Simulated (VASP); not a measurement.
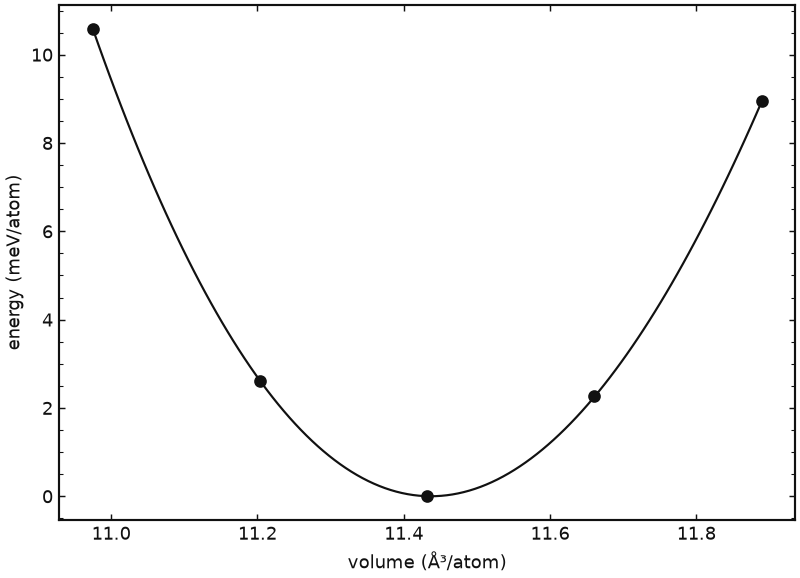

The figure shows the energy against volume.

Calculation (VASP 6.6.1): plane-wave DFT, no spin polarisation; energies at scaled volumes of the given cell, shape and fractions fixed, counted from the fit's minimum, third-order Birch-Murnaghan fit. Level: PBE with D3(BJ).

For which of these solids was it computed?
A. PbS, Fm-3m (No. 225)
B. ZnS, F-43m (No. 216)
C. BP, F-43m (No. 216)

C, BP: energy from 0.00 meV/atom to 10.58 meV/atom, V0 11.44 Å³/atom, B0 170 GPa. The others give: PbS, energy from 0.00 meV/atom to 8.56 meV/atom, V0 26.12 Å³/atom, B0 57.4 GPa; ZnS, energy from 0.01 meV/atom to 8.45 meV/atom, V0 19.47 Å³/atom, B0 76.3 GPa.

For PbS, limits of the calculation: spin-orbit coupling left out, heavy elements.
